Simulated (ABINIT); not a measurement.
**Run report: BAs, dielectric calculation (part 3 of 3)**

BAs (F-43m, 2 atoms in the cell); Kohn-Sham DFT of a periodic cell, PBE, spin-orbit coupling, Ansatz PAW PBE default generated set, frozen core, no spin polarisation (ABINIT 10.8.3); cutoff 326.54 eV, 6×6×6 k-mesh, fixed occupations. The structure derives from an entry of the Crystallography Open Database.

Geometry of the input (Å; fractional positions):
```
0.0000  2.3885  2.3885
2.3885  0.0000  2.3885
2.3885  2.3885  0.0000
As 0.7500  0.7500  0.7500
B  0.0000  0.0000  0.0000
```

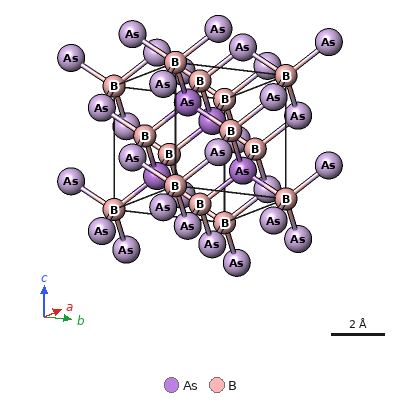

Fig. 1: The structure (ball-and-stick view of the cell 4 times as large as that of the calculation, set on its symmetry axes, seen at an oblique angle; neighbours outside the cell are drawn fainter).

Results in brief

```json
{"quantity": "outcome", "value": "converged"}
{"quantity": "space group (tolerance 0.01 Å)", "value": "F-43m (216)"}
{"quantity": "electrons treated", "value": "18"}
{"quantity": "free energy", "value": "−3176.2653 eV"}
{"quantity": "Fermi energy", "value": "4.125 eV"}
{"quantity": "pressure", "value": "0.75 GPa"}
{"quantity": "largest force (length of the vector)", "value": "under 0.001 eV/Å"}
{"quantity": "ε∞ (xx, yy, zz)", "value": "9.79, 9.79, 9.79"}
{"quantity": "Born charges (mean of the diagonal)", "value": "As1 (0.57 e); B2 (−0.57 e)"}
{"quantity": "hardware", "value": "1 thread of Intel Xeon @ 2.70GHz, 189 GiB of memory available, shared host"}
{"quantity": "wall time", "value": "37 min"}
{"quantity": "peak memory", "value": "1.8 GiB"}
```

Points of doubt noted for this run: cutoff too low for stress; k mesh coarse for field response; PAW spheres overlap.
